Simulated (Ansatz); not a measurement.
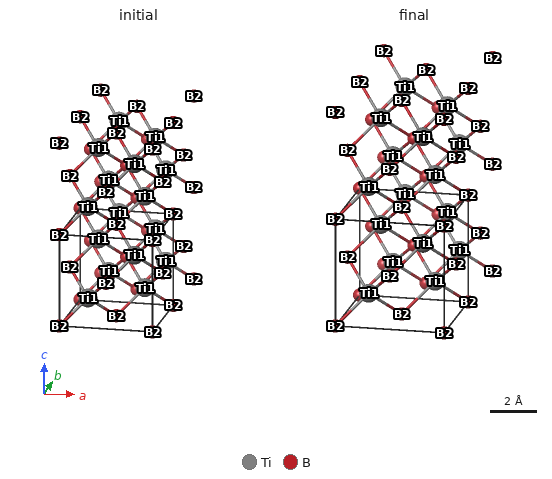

The structure of a crystal of TiB (set up in F-43m) (coarse preliminary run) before (left) and after (right) a relaxation, at one scale.

Style: ball-and-stick. Shown: the conventional cell (4 times the calculation's cell), repeated 1 × 2 × 2 with one cell outlined, from a free direction. Lengths and directions refer to the drawn axes.

Computed with DFT PBEsol, scalar-relativistic, plane waves, PAW (Ansatz 0.2.0).

The input:
```yaml
crystal:
  lattice:
    - [0.0, 2.101, 2.101]
    - [2.101, 0.0, 2.101]
    - [2.101, 2.101, 0.0]
  atoms:
    - { symbol: Ti, position: [0.75, 0.75, 0.75] }
    - { symbol: B, position: [0.0, 0.0, 0.0] }
basis:
  ecutwfc: 420
kpoints:
  mp_grid: { grid: [8, 8, 8] }
hamiltonian:
  xc: pbesol
scf:
  occupations: { method: gaussian, width: 0.1 }
output:
  forces: true
  stress: true
  eigenvalues: true
relax:
  adjacent_minimum: "off"
  f_tol: 0.05
  max_steps: 80
  cell: { stress_tol: 0.5 }
```

Run as
```bash
ansatz run input.yaml --threads 1 --pin off --max-ram 2560MiB --backend cpu --events-out ev --progress --plain --runs-dir out
```

Question: Describe what moved and what it gained.

Answer: No atom moves by more than 0.005 Å relative to the cell. Cell: a = b = c 4.202 → 4.907 Å (+16.8 %). Volume +59.2 %. Among the contacts that change: Ti1–Ti1 2.971 → 3.470 Å, Ti1–B2 1.820 → 2.125 Å. The space group stays F-43m (No. 216). Over 6 accepted moves (8 points after the start) the energy falls by 2.737 eV per cell of the calculation. All forces vanish by symmetry, so only the cell relaxes. Pressure: 112.45 GPa at the start and 0.06 GPa at the end. The SCF was repeated twice at an unchanged geometry on a basis and grid sized afresh for the cell, which shifted the energy by 96.3 meV per cell of the calculation at most.
